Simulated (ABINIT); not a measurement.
## Geometry relaxation, with input and output: Zr (part 2 of 2)

Zr (2 atoms in the cell); Kohn-Sham DFT of a periodic cell, PBE with D2, JTH PAW PBE v2.0, no spin polarisation (ABINIT 10.8.3); cutoff 462.59 eV, 9×9×5 k-mesh, fermi-dirac of 0.05 eV. The structure derives from an entry of the Crystallography Open Database.

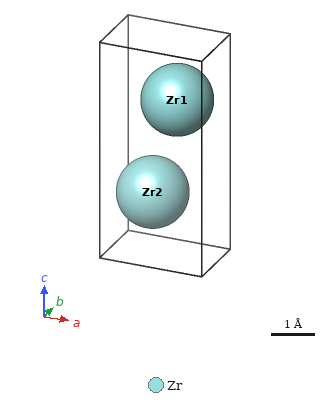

Fig. 1: The geometry at step 2 of the log (spheres-only view of the cell of the calculation, seen slightly off an axis; atoms are numbered from 1 in the order of the input).

## The program's output, continued
```
 ------------------------------------------------
 Atom  Sphere_radius  Integrated_density
    1        2.22030          8.99392279
    2        2.22030          8.99392279

---OUTPUT-----------------------------------------------------------------------

 Cartesian coordinates (xcart) [bohr]
  3.07956049811900E+00  1.77798508260669E+00  7.39021601279329E+00
 -2.05647480038744E-16  3.55597016521338E+00  2.46340533759776E+00
 Reduced coordinates (xred)
  6.66666666666666E-01  3.33333333333333E-01  7.50000000000000E-01
  3.33333333333333E-01  6.66666666666666E-01  2.50000000000000E-01
 Cartesian forces (fcart) [Ha/bohr]; max,rms= 2.18590E-29 1.45727E-29 (free atoms)
 -2.18590057314920E-29 -1.26203028430677E-29 -0.00000000000000E+00
  2.18590057314920E-29  1.26203028430677E-29 -0.00000000000000E+00
 Gradient of E wrt nuclear positions in reduced coordinates (gred)
  1.34632261157719E-28 -2.61694391979521E-45  0.00000000000000E+00
 -1.34632261157719E-28  2.61694391979521E-45 -0.00000000000000E+00
 Scale of Primitive Cell (acell) [bohr]
  6.15912099623800E+00  6.15912099632101E+00  9.85362135039105E+00
 Real space primitive translations (rprimd) [bohr]
  6.15912099623800E+00  0.00000000000000E+00  0.00000000000000E+00
 -3.07956049811900E+00  5.33395524782008E+00  0.00000000000000E+00
  0.00000000000000E+00  0.00000000000000E+00  9.85362135039105E+00
 Unitary Cell Volume (ucvol) [Bohr^3]=  3.23715856560388E+02
 Angles (23,13,12)= [degrees]
  9.00000000000000E+01  9.00000000000000E+01  1.19999999999554E+02
 Lengths [Bohr]
  6.15912099623800E+00  6.15912099632101E+00  9.85362135039105E+00
 Stress tensor in cartesian coordinates (strten) [Ha/bohr^3]
  8.93823258392695E-06  0.00000000000000E+00  0.00000000000000E+00
  0.00000000000000E+00  8.93823232682358E-06  0.00000000000000E+00
  0.00000000000000E+00  0.00000000000000E+00 -1.11947473976299E-05
 Total energy (etotal) [Ha]= -9.50678054268929E+01

 Difference of energy with previous step (new-old):
           Absolute (Ha)=-2.41653E-04
           Relative     =-2.54190E-06

--- Iteration: ( 4/60) Internal Cycle: (1/1)
--------------------------------------------------------------------------------

---SELF-CONSISTENT-FIELD CONVERGENCE--------------------------------------------

--- !BeginCycle
iteration_state: {dtset: 1, itime: 4, icycle: 1, }
solver: {iscf: 17, nstep: 100, nline: 4, wfoptalg: 10, }
tolerances: {tolvrs: 1.00E-09, }
...

     iter   Etot(hartree)      deltaE(h)  residm     nres2
 ETOT  1  -95.067809896463    -9.507E+01 1.210E-05 5.185E-04
 ETOT  2  -95.067808161340     1.735E-06 1.108E-05 1.816E-05
 ETOT  3  -95.067808108855     5.248E-08 6.878E-06 4.793E-07
 ETOT  4  -95.067808109877    -1.022E-09 1.013E-05 9.970E-09
 ETOT  5  -95.067808109882    -5.002E-12 6.382E-06 4.913E-10

 At SCF step    5       nres2   =  4.91E-10 < tolvrs=  1.00E-09 =>converged.

 Cartesian components of stress tensor (hartree/bohr^3)
  sigma(1 1)=  7.82468835E-06  sigma(3 2)=  0.00000000E+00
  sigma(2 2)=  7.82468809E-06  sigma(3 1)=  0.00000000E+00
  sigma(3 3)= -9.77770074E-06  sigma(2 1)=  0.00000000E+00

--- !ResultsGS
iteration_state: {dtset: 1, itime: 4, icycle: 1, }
comment   : Summary of ground state results
lattice_vectors:
- [  6.1576501,   0.0000000,   0.0000000, ]
- [ -3.0788250,   5.3326814,   0.0000000, ]
- [  0.0000000,   0.0000000,   9.8574956, ]
lattice_lengths: [   6.15765,    6.15765,    9.85750, ]
lattice_angles: [ 90.000,  90.000, 120.000, ] # degrees, (23, 13, 12)
lattice_volume:   3.2368848E+02
convergence: {deltae: -5.002E-12, res2:  4.913E-10, residm:  6.382E-06, diffor: null, }
etotal    :  -9.50678081E+01
entropy   :   0.00000000E+00
fermie    :   3.95614353E-01
cartesian_stress_tensor: # hartree/bohr^3
- [  7.82468835E-06,   0.00000000E+00,   0.00000000E+00, ]
- [  0.00000000E+00,   7.82468809E-06,   0.00000000E+00, ]
- [  0.00000000E+00,   0.00000000E+00,  -9.77770074E-06, ]
pressure_GPa:  -5.7584E-02
xred      :
- [  6.6667E-01,   3.3333E-01,   7.5000E-01, Zr]
- [  3.3333E-01,   6.6667E-01,   2.5000E-01, Zr]
cartesian_forces: # hartree/bohr
- [ -1.09321137E-29,   1.89349763E-29,  -0.00000000E+00, ]
- [  1.09321137E-29,  -1.89349763E-29,  -0.00000000E+00, ]
force_length_stats: {min:   2.18642273E-29, max:   2.18642273E-29, mean:   2.18642273E-29, }
...

 Integrated electronic density in atomic spheres:
 ------------------------------------------------
 Atom  Sphere_radius  Integrated_density
    1        2.22030          8.99384003
    2        2.22030          8.99384003

---OUTPUT-----------------------------------------------------------------------

 Cartesian coordinates (xcart) [bohr]
  3.07882504056824E+00  1.77756046599177E+00  7.39312172829064E+00
 -5.01516431493938E-16  3.55512093198355E+00  2.46437390943021E+00
 Reduced coordinates (xred)
  6.66666666666666E-01  3.33333333333333E-01  7.50000000000000E-01
  3.33333333333333E-01  6.66666666666666E-01  2.50000000000000E-01
 Cartesian forces (fcart) [Ha/bohr]; max,rms= 1.89350E-29 1.26233E-29 (free atoms)
 -1.09321136621709E-29  1.89349762966576E-29 -0.00000000000000E+00
  1.09321136621709E-29 -1.89349762966576E-29 -0.00000000000000E+00
 Gradient of E wrt nuclear positions in reduced coordinates (gred)
  6.73161305788597E-29 -1.34632261157719E-28 -0.00000000000000E+00
 -6.73161305788597E-29  1.34632261157719E-28 -0.00000000000000E+00
 Scale of Primitive Cell (acell) [bohr]
  6.15765008113648E+00  6.15765008121946E+00  9.85749563772086E+00
 Real space primitive translations (rprimd) [bohr]
  6.15765008113648E+00  0.00000000000000E+00  0.00000000000000E+00
 -3.07882504056824E+00  5.33268139797532E+00  0.00000000000000E+00
  0.00000000000000E+00  0.00000000000000E+00  9.85749563772086E+00
 Unitary Cell Volume (ucvol) [Bohr^3]=  3.23688475174835E+02
 Angles (23,13,12)= [degrees]
  9.00000000000000E+01  9.00000000000000E+01  1.19999999999554E+02
 Lengths [Bohr]
  6.15765008113648E+00  6.15765008121946E+00  9.85749563772086E+00
 Stress tensor in cartesian coordinates (strten) [Ha/bohr^3]
  7.82468835200736E-06  0.00000000000000E+00  0.00000000000000E+00
  0.00000000000000E+00  7.82468809490053E-06  0.00000000000000E+00
  0.00000000000000E+00  0.00000000000000E+00 -9.77770074298608E-06
 Total energy (etotal) [Ha]= -9.50678081098819E+01

 Difference of energy with previous step (new-old):
           Absolute (Ha)=-2.68299E-06
           Relative     =-2.82218E-08

--- Iteration: ( 5/60) Internal Cycle: (1/1)
--------------------------------------------------------------------------------

---SELF-CONSISTENT-FIELD CONVERGENCE--------------------------------------------

--- !BeginCycle
iteration_state: {dtset: 1, itime: 5, icycle: 1, }
solver: {iscf: 17, nstep: 100, nline: 4, wfoptalg: 10, }
tolerances: {tolvrs: 1.00E-09, }
...

     iter   Etot(hartree)      deltaE(h)  residm     nres2
 ETOT  1  -95.067903803011    -9.507E+01 1.792E-03 2.523E-02
 ETOT  2  -95.067819046436     8.476E-05 3.697E-05 8.737E-04
 ETOT  3  -95.067816534994     2.511E-06 1.563E-03 2.394E-05
 ETOT  4  -95.067816583484    -4.849E-08 2.365E-05 5.072E-07
 ETOT  5  -95.067816583658    -1.749E-10 1.225E-03 2.438E-08
 ETOT  6  -95.067816583706    -4.744E-11 1.208E-05 7.717E-10

 At SCF step    6       nres2   =  7.72E-10 < tolvrs=  1.00E-09 =>converged.

 Cartesian components of stress tensor (hartree/bohr^3)
  sigma(1 1)=  3.94688208E-08  sigma(3 2)=  0.00000000E+00
  sigma(2 2)=  3.94685637E-08  sigma(3 1)=  0.00000000E+00
  sigma(3 3)=  6.77439531E-08  sigma(2 1)=  0.00000000E+00

--- !ResultsGS
iteration_state: {dtset: 1, itime: 5, icycle: 1, }
comment   : Summary of ground state results
lattice_vectors:
- [  6.1473783,   0.0000000,   0.0000000, ]
- [ -3.0736891,   5.3237857,   0.0000000, ]
- [  0.0000000,   0.0000000,   9.8843534, ]
lattice_lengths: [   6.14738,    6.14738,    9.88435, ]
lattice_angles: [ 90.000,  90.000, 120.000, ] # degrees, (23, 13, 12)
lattice_volume:   3.2348844E+02
convergence: {deltae: -4.744E-11, res2:  7.717E-10, residm:  1.208E-05, diffor: null, }
etotal    :  -9.50678166E+01
entropy   :   0.00000000E+00
fermie    :   3.95723481E-01
cartesian_stress_tensor: # hartree/bohr^3
- [  3.94688208E-08,   0.00000000E+00,   0.00000000E+00, ]
- [  0.00000000E+00,   3.94685637E-08,   0.00000000E+00, ]
- [  0.00000000E+00,   0.00000000E+00,   6.77439531E-08, ]
pressure_GPa:  -1.4385E-03
xred      :
- [  6.6667E-01,   3.3333E-01,   7.5000E-01, Zr]
- [  3.3333E-01,   6.6667E-01,   2.5000E-01, Zr]
cartesian_forces: # hartree/bohr
- [  3.83263314E-29,   3.47721279E-29,  -0.00000000E+00, ]
- [ -3.83263314E-29,  -3.47721279E-29,  -0.00000000E+00, ]
force_length_stats: {min:   5.17494789E-29, max:   5.17494789E-29, mean:   5.17494789E-29, }
...

 Integrated electronic density in atomic spheres:
 ------------------------------------------------
 Atom  Sphere_radius  Integrated_density
    1        2.22030          8.99020347
    2        2.22030          8.99020347

---OUTPUT-----------------------------------------------------------------------

 Cartesian coordinates (xcart) [bohr]
  3.07368913421314E+00  1.77459524907507E+00  7.41326502403467E+00
 -2.04126491246754E-16  3.54919049815014E+00  2.47108834134489E+00
 Reduced coordinates (xred)
  6.66666666666666E-01  3.33333333333333E-01  7.50000000000000E-01
  3.33333333333333E-01  6.66666666666666E-01  2.50000000000000E-01
 Cartesian forces (fcart) [Ha/bohr]; max,rms= 3.83263E-29 2.98776E-29 (free atoms)
  3.83263314437821E-29  3.47721279332756E-29 -0.00000000000000E+00
 -3.83263314437821E-29 -3.47721279332756E-29 -0.00000000000000E+00
 Gradient of E wrt nuclear positions in reduced coordinates (gred)
 -2.35606457026009E-28 -6.73161305788597E-29 -0.00000000000000E+00
  2.35606457026009E-28  6.73161305788597E-29  0.00000000000000E+00
 Scale of Primitive Cell (acell) [bohr]
  6.14737826842628E+00  6.14737826850912E+00  9.88435336537956E+00
 Real space primitive translations (rprimd) [bohr]
  6.14737826842628E+00  0.00000000000000E+00  0.00000000000000E+00
 -3.07368913421314E+00  5.32378574722521E+00  0.00000000000000E+00
  0.00000000000000E+00  0.00000000000000E+00  9.88435336537956E+00
 Unitary Cell Volume (ucvol) [Bohr^3]=  3.23488443108294E+02
 Angles (23,13,12)= [degrees]
  9.00000000000000E+01  9.00000000000000E+01  1.19999999999554E+02
 Lengths [Bohr]
  6.14737826842628E+00  6.14737826850912E+00  9.88435336537956E+00
 Stress tensor in cartesian coordinates (strten) [Ha/bohr^3]
  3.94688208470162E-08  0.00000000000000E+00  0.00000000000000E+00
  0.00000000000000E+00  3.94685636994144E-08  0.00000000000000E+00
  0.00000000000000E+00  0.00000000000000E+00  6.77439531493809E-08
 Total energy (etotal) [Ha]= -9.50678165837059E+01

 Difference of energy with previous step (new-old):
           Absolute (Ha)=-8.47382E-06
           Relative     =-8.91345E-08

 At Broyd/MD step   5, gradients are converged :
  max grad (force/stress) = 6.7744E-06 < tolmxf= 1.0000E-04 ha/bohr (free atoms)

================================================================================

 ----iterations are completed or convergence reached----

 Mean square residual over all n,k,spin=   31.901E-09; max=  12.083E-06
 reduced coordinates (array xred) for    2 atoms
       0.666666666667      0.333333333333      0.750000000000
       0.333333333333      0.666666666667      0.250000000000
 rms dE/dt=  1.8841E-28; max dE/dt=  6.7316E-29; dE/dt below (all hartree)
    1      -0.000000000000     -0.000000000000      0.000000000000
    2       0.000000000000     -0.000000000000      0.000000000000

 cartesian coordinates (angstrom) at end:
    1      1.62652624212231     0.93907536375018     3.92293090644207
    2     -0.00000000000000     1.87815072750036     1.30764363548069

 cartesian forces (hartree/bohr) at end:
    1      0.00000000000000     0.00000000000000    -0.00000000000000
    2     -0.00000000000000    -0.00000000000000    -0.00000000000000
 frms,max,avg= 2.9877576E-29 3.8326331E-29   0.000E+00  0.000E+00  0.000E+00 h/b

 cartesian forces (eV/Angstrom) at end:
    1      0.00000000000000     0.00000000000000    -0.00000000000000
    2     -0.00000000000000    -0.00000000000000    -0.00000000000000
 frms,max,avg= 1.5363667E-27 1.9708192E-27   0.000E+00  0.000E+00  0.000E+00 e/A
 length scales=  6.147378268426  6.147378268509  9.884353365380 bohr
              =  3.253052484245  3.253052484288  5.230574541923 angstroms
 Fermi (or HOMO) energy (hartree) =   0.39572   Average Vxc (hartree)=  -0.40454
 Eigenvalues (hartree) for nkpt=  36  k points:
 kpt#   1, nband= 16, wtk=  0.00247, kpt=  0.0000  0.0000  0.0000 (reduced coord)
  -1.40154   -1.39669   -0.61009   -0.58091   -0.58091   -0.57709   -0.57638   -0.57638
   0.18984    0.28694    0.42775    0.42775    0.42950    0.43193    0.45142    0.45142
      occupation numbers for kpt#   1
   2.00000    2.00000    2.00000    2.00000    2.00000    2.00000    2.00000    2.00000
   2.00000    2.00000    0.00000    0.00000    0.00000    0.00000    0.00000    0.00000
 prteigrs : prtvol=0 or 1, do not print more k-points.

--- !EnergyTerms
iteration_state     : {dtset: 1, itime: 5, icycle: 1, }
comment             : Components of total free energy in Hartree
kinetic             :  2.42038120294778E+01
hartree             :  1.54072595599687E+01
xc                  : -1.34989376654143E+01
Ewald energy        : -7.63292912455786E+01
psp_core            :  2.31467881073984E+00
local_psp           : -6.91667201747937E+01
PAW spherical_terms :  2.20491231526424E+01
VdWaals_dft_d       : -4.71793486561374E-02
internal            : -9.50672548816141E+01
'-kT*entropy'       : -5.51196474475506E-04
total_energy        : -9.50678060780886E+01
total_energy_eV     : -2.58692679074889E+03
...

--- !EnergyTermsDC
iteration_state     : {dtset: 1, itime: 5, icycle: 1, }
comment             : '"Double-counting" decomposition of free energy'
band_energy         : -1.00126712305330E+01
Ewald energy        : -7.63292912455786E+01
psp_core            :  2.31467881073984E+00
xc_dc               : -1.36167886559455E+01
PAW spherical_terms :  2.62398628274200E+00
VdWaals_dft_d       : -4.71793486561374E-02
internal            : -9.50672653872314E+01
'-kT*entropy'       : -5.51196474475506E-04
total_energy_dc     : -9.50678165837059E+01
total_energy_dc_eV  : -2.58692707662130E+03
...

--- !EnergyTermsWithPAWCore
iteration_state     : {dtset: 1, itime: 5, icycle: 1, }
comment             : 'Components of total free energy, including PAW core contributions'
Total energy        : -7.19764503233374E+03
Total energy DC     : -7.19764504283936E+03
Total energy (eV)   : -1.95857899036300E+05
Total energy DC (eV): -1.95857899322172E+05
...

 Cartesian components of stress tensor (hartree/bohr^3)
  sigma(1 1)=  3.94688208E-08  sigma(3 2)=  0.00000000E+00
  sigma(2 2)=  3.94685637E-08  sigma(3 1)=  0.00000000E+00
  sigma(3 3)=  6.77439531E-08  sigma(2 1)=  0.00000000E+00

-Cartesian components of stress tensor (GPa)         [Pressure= -1.4385E-03 GPa]
- sigma(1 1)=  1.16121280E-03  sigma(3 2)=  0.00000000E+00
- sigma(2 2)=  1.16120523E-03  sigma(3 1)=  0.00000000E+00
- sigma(3 3)=  1.99309591E-03  sigma(2 1)=  0.00000000E+00

== END DATASET(S) ==============================================================
================================================================================

 -outvars: echo values of variables after computation  --------
            acell      6.1473782684E+00  6.1473782685E+00  9.8843533654E+00 Bohr
           etotal     -9.5067816584E+01
            fcart      3.8326331444E-29  3.4772127933E-29 -0.0000000000E+00
                      -3.8326331444E-29 -3.4772127933E-29 -0.0000000000E+00
            rprim      1.0000000000E+00  0.0000000000E+00  0.0000000000E+00
                      -4.9999999999E-01  8.6602540379E-01  0.0000000000E+00
                       0.0000000000E+00  0.0000000000E+00  1.0000000000E+00
           strten      3.9468820847E-08  3.9468563699E-08  6.7743953149E-08
                       0.0000000000E+00  0.0000000000E+00  0.0000000000E+00
           xangst      1.6265262421E+00  9.3907536375E-01  3.9229309064E+00
                      -1.0801908724E-16  1.8781507275E+00  1.3076436355E+00
             xred      6.6666666667E-01  3.3333333333E-01  7.5000000000E-01
                       3.3333333333E-01  6.6666666667E-01  2.5000000000E-01
 Calculation completed.
```

## Trajectory as extended XYZ (Å, eV, eV/Å), 5 frames, from step=0 to step=4
```
2
Lattice="3.2320 0.0000 0.0000 -1.6160 2.7990 0.0000 0.0000 0.0000 5.1470" Properties=species:S:1:pos:R:3:forces:R:3 step=0 energy=-2586.91296
Zr    1.6160    0.9330    3.8603    0.0000   0.0000   0.0000
Zr    0.0000    1.8660    1.2868    0.0000   0.0000   0.0000
2
Lattice="3.2408 0.0000 0.0000 -1.6204 2.8066 0.0000 0.0000 0.0000 5.1672" Properties=species:S:1:pos:R:3:forces:R:3 step=1 energy=-2586.92020
Zr    1.6204    0.9355    3.8754    0.0000   0.0000   0.0000
Zr    0.0000    1.8711    1.2918    0.0000   0.0000   0.0000
2
Lattice="3.2593 0.0000 0.0000 -1.6296 2.8226 0.0000 0.0000 0.0000 5.2143" Properties=species:S:1:pos:R:3:forces:R:3 step=2 energy=-2586.92677
Zr    1.6296    0.9409    3.9107    0.0000   0.0000   0.0000
Zr    0.0000    1.8817    1.3036    0.0000   0.0000   0.0000
2
Lattice="3.2585 0.0000 0.0000 -1.6292 2.8219 0.0000 0.0000 0.0000 5.2164" Properties=species:S:1:pos:R:3:forces:R:3 step=3 energy=-2586.92685
Zr    1.6292    0.9406    3.9123    0.0000   0.0000   0.0000
Zr    0.0000    1.8813    1.3041    0.0000   0.0000   0.0000
2
Lattice="3.2531 0.0000 0.0000 -1.6265 2.8172 0.0000 0.0000 0.0000 5.2306" Properties=species:S:1:pos:R:3:forces:R:3 step=4 energy=-2586.92708
Zr    1.6265    0.9391    3.9229    0.0000   0.0000   0.0000
Zr    0.0000    1.8782    1.3076    0.0000   0.0000   0.0000
```

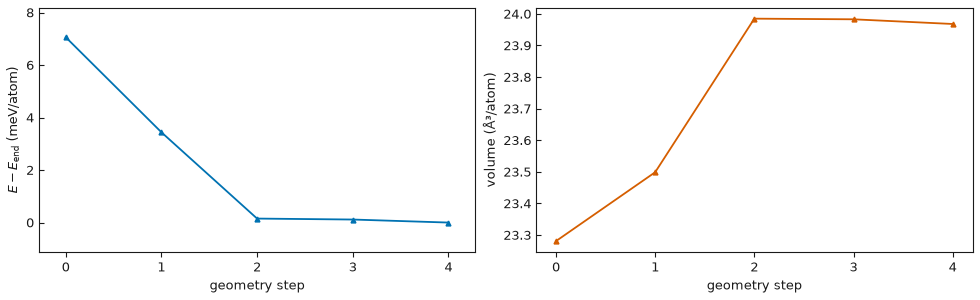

Fig. 2: Progress of the relaxation, step by step (steps are counted from 0).

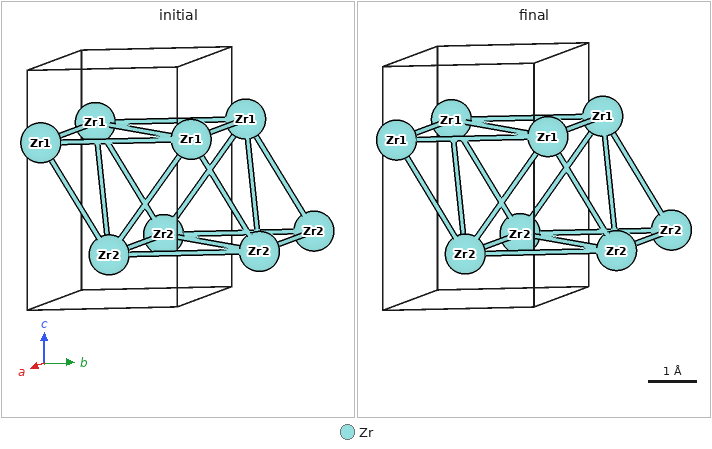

Fig. 3: Before (left) and after (right) the relaxation, at one scale (ball-and-stick view of the cell of the calculation, repeated 2 × 2 × 1, seen slightly off an axis). No atom moves by more than 0.005 Å relative to the cell. The drawn cell changes as follows: a = b 3.232 → 3.253 Å (+0.7 %), c 5.147 → 5.231 Å (+1.6 %); the volume changes by +3.0 %. Distances before and after: Zr1–Zr2 3.179 → 3.220 Å, Zr1–Zr1 3.232 → 3.253 Å. The space group stays P6_3/mmc (No. 194). Over 4 geometry steps the energy falls by 7.1 meV per atom. All forces vanish by symmetry, so only the cell relaxes. (Atoms are counted from 1 in the order of the input.)

The run was set up as follows.

## Input file
```
# Pseudopotentials
pp_dirpath "./"
pseudos "Zr.GGA_PBE-JTH.xml"

# Structure
acell 3.232 3.232 5.147 Angstrom
rprim
     1.0000000000     0.0000000000     0.0000000000
    -0.5000000000     0.8660254038     0.0000000000
     0.0000000000     0.0000000000     1.0000000000
ntypat 1
znucl 40
natom 2
typat 1 1
xred
     0.6666666667     0.3333333333     0.7500000000
     0.3333333333     0.6666666667     0.2500000000
chkprim 0
chksymtnons 0
tolsym 1.0e-6

# Plane-wave basis
ecut 17.0
pawecutdg 34.0
pawxcdev 0

# k points
kptopt 1
ngkpt 9 9 5
nshiftk 1
shiftk 0.0 0.0 0.0

# Exchange and correlation
ixc 11
vdw_xc 5

# Bands and occupations
nband 16
occopt 3
tsmear 0.00183747

# SCF cycle
nstep 100
tolvrs 1.0e-9

# Output
iomode 3
prtwf 0
prtden 0
prteig 0
prtebands 0

# Relaxation
ionmov 2
ntime 60
tolmxf 0.0001
optcell 2
dilatmx 1.08
ecutsm 0.5
```

Launch command:
```bash
abinit run.abi > log 2>&1
```

## Key numbers

- outcome: converged
- space group (tolerance 0.01 Å): P6₃/mmc (194)
- electrons treated: 24
- free energy: −2586.9271 eV
- Fermi energy: 10.768 eV
- gap on the k-point mesh: none (metallic)
- pressure: 0.00 GPa
- final volume: 47.94 Å³
- largest force (length of the vector) at the end: under 0.001 eV/Å
- final cell: a = 3.253 Å, b = 3.253 Å, c = 5.231 Å, α = 90.00°, β = 90.00°, γ = 120.00°
- hardware: 1 thread of Intel Xeon @ 2.50GHz (Skylake/Cascade Lake), 64 GiB of memory available, shared host
- wall time: 2.1 min
- peak memory: 0.13 GiB
